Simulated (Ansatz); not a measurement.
System: SiW₃.

The calculation's input:

```
crystal:
  lattice:
    - [0.0, -5.2075323816, 0.0]
    - [-5.2075323816, 0.0, 0.0]
    - [0.0, 0.0, -5.2075323816]
  atoms:
    - { symbol: Si, position: [0.0264781498, 0.0264781498, 0.0] }
    - { symbol: Si, position: [0.4735218502, 0.4735218502, 0.5] }
    - { symbol: W, position: [0.5055199018, 0.5055199018, 0.0] }
    - { symbol: W, position: [0.9944800982, 0.9944800982, 0.5] }
    - { symbol: W, position: [0.513805248, -0.0055199018, 0.0] }
    - { symbol: W, position: [-0.013805248, 0.5055199018, 0.5] }
    - { symbol: W, position: [-0.0055199018, 0.513805248, 0.0] }
    - { symbol: W, position: [0.5055199018, -0.013805248, 0.5] }
basis:
  ecutwfc: 420
kpoints:
  mp_grid: { grid: [10, 10, 10] }
hamiltonian:
  xc: pbe
scf:
  occupations: { method: gaussian, width: 0.15 }
output:
  forces: true
  stress: true
  eigenvalues: true
  write_density: true
  write_potential: true
  elf: true
  volumetric_format: npy
```

Command:

```sh
ansatz run input.yaml --threads 2 --pin off --max-ram 5120MiB --backend cpu --events-out ev --progress --plain --runs-dir out
```

Below, planes, directions and counts refer to the conventional cell (a = 7.36 Å, b = 7.36 Å, c = 5.21 Å, α = 90.00°, β = 90.00°, γ = 90.00°).

Space group Cmcm; a structure from a database of computed crystals, not necessarily the ambient phase; not relaxed (largest force 1.3 eV/Å).

The calculation used DFT PBE, scalar-relativistic, plane waves, PAW (Ansatz 0.2.0).

Q: Predict the valence pseudo-density and electron localisation function between the atoms.

A: Si–W (2.54 Å): ρ at the midpoint is about 0.46 e/Å³; the ELF peaks at about 0.80 in the valence shell of Si, 0.9 Å from its nucleus, and is about 0.50 at the midpoint.
Si–W (2.67 Å): ρ at the midpoint is about 0.35 e/Å³; the ELF peaks at about 0.70 in the valence shell of Si, 0.9 Å from its nucleus, and is about 0.40 at the midpoint.

Q: Does the calculation give a band gap?

A: It is gapless in this calculation (a metal or semimetal).

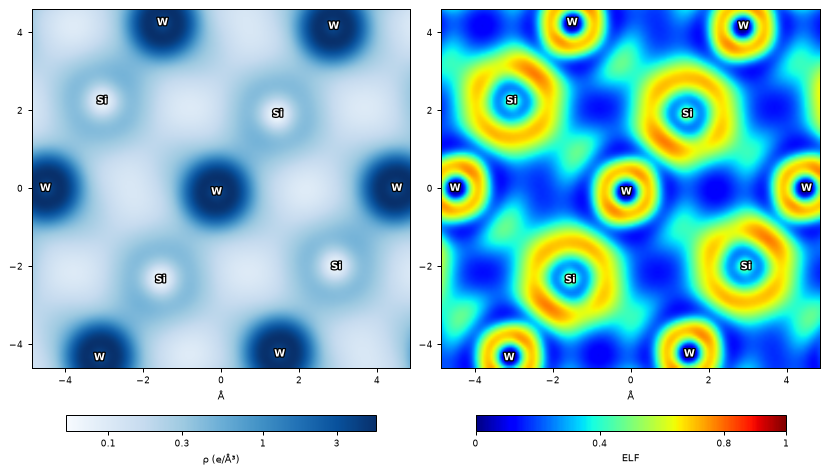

Computed valence pseudo-density and electron localisation function on the (111) plane of the conventional cell, in this order. 

Core electrons are frozen (PAW), and the valence fields are smoothed inside the atomic spheres.
